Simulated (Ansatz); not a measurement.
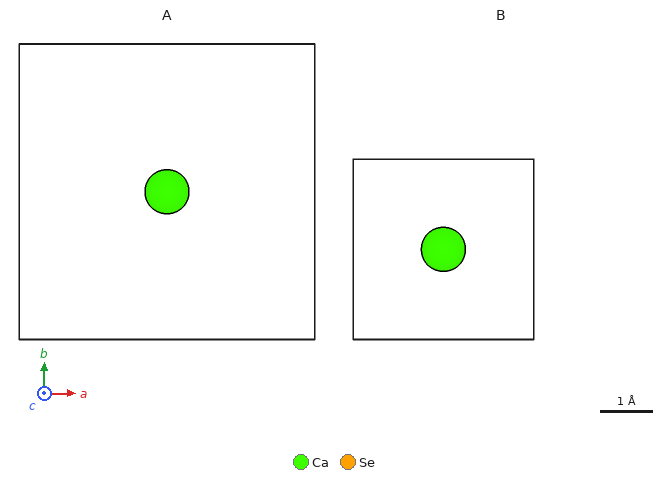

Two geometries of crystalline CaSe (a generated structure, set up in P4mm) (coarse preliminary run), drawn at one scale. One is the start of a relaxation, the other its converged end. A ball-and-stick model of the cell of the calculation, seen along the c axis.

Computed with DFT PBE, scalar-relativistic, plane waves, PAW (Ansatz 0.2.0). Settings: plane-wave cutoff 420 eV; k-point mesh 6 × 6 × 4; occupations gaussian; smearing width 0.1 eV; no spin polarisation; cell and atoms relaxed; force threshold 0.04 eV/Å; at most 70 steps.

Which of the two is the end point?

Structure A is the relaxed one. The largest moves relative to the cell, 0.095 Å, are those of Ca and Se atoms. By element the largest moves are Ca 0.095 Å, Se 0.095 Å. The drawn cell changes as follows: a = b 3.502 → 5.738 Å (+63.9 %), c 4.409 → 5.261 Å (+19.3 %); the volume changes by +220.4 %. Among the contacts that change: Ca–Ca 3.502 → 5.738 Å, Ca–Se 2.046 → 2.630 Å, Ca–Se 2.363 → 2.630 Å. The space group (tolerance 0.01 Å) goes from P4mm (No. 99) to P4/mmm (No. 123). The energy falls by 2034 meV per atom in 16 accepted moves (19 points after the start). The largest force component goes from 7.8 to under 0.0001 eV/Å. The pressure goes from 37.17 to 0.16 GPa. The SCF was repeated 3 times at an unchanged geometry on a basis and grid sized afresh for the cell, which shifted the energy by 56.9 meV per atom at most.
